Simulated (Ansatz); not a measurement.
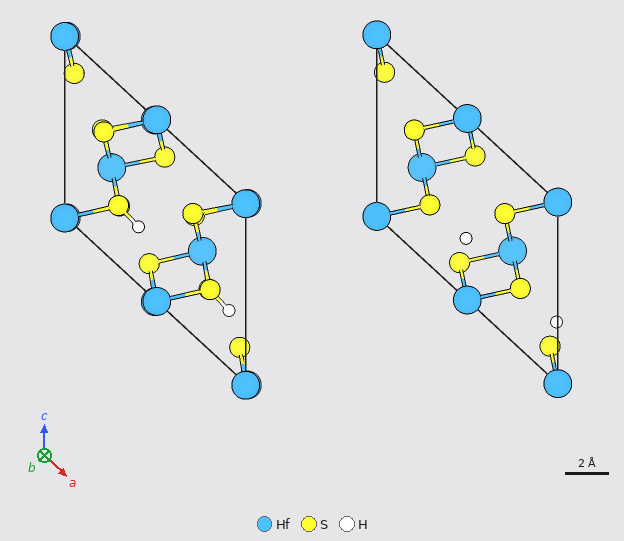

Two geometries of a defect cell of composition Hf$_{4}$HS$_{8}$, drawn at one scale. One is the start of a relaxation, the other its converged end. A ball-and-stick model of the larger cell on standard axes (2 times the calculation's cell), seen along the b axis.

Level of theory: DFT PBE+D3(BJ), scalar-relativistic, plane waves, PAW in Ansatz. Set-up: plane-wave cutoff 420 eV; k-point mesh 3 × 3 × 3; occupations gaussian; smearing width 0.02 eV; collinear spin; atoms relaxed in a fixed cell; force threshold 0.02 eV/Å; at most 60 steps.

Q: Which geometry has the lower energy?

A: The left one is the relaxed one. Case: H interstitial, charge +0, atoms relaxed. The atoms of the start lie slightly off their symmetric places, so part of the fall in energy undoes that. After 8 geometry steps the energy has fallen by 1.400 eV per cell of the calculation. The largest force component goes from 0.73 to 0.0068 eV/Å. The largest move is that of the H atom, 0.91 Å roughly along −a. By element the largest moves are H 0.91 Å, S 0.11 Å, Hf 0.11 Å. The cell doesn't change. Some distances before and after: H–S 2.311 → 1.367 Å, Hf–Hf 3.606 → 3.474 Å, Hf–S 2.541 → 2.598 Å, Hf–S 2.541 → 2.517 Å. New bonds form, among them: H–S (2.31 → 1.37 Å). Bond angles that change, for instance: Hf–S–Hf 90.4° → 94.9°, Hf–S–Hf 90.4° → 94.2°, S–Hf–S 180.0° → 176.3°.

Limits of the set-up: the periodic images lie only 6.8 Å apart, so the values are limited by the cell's size.
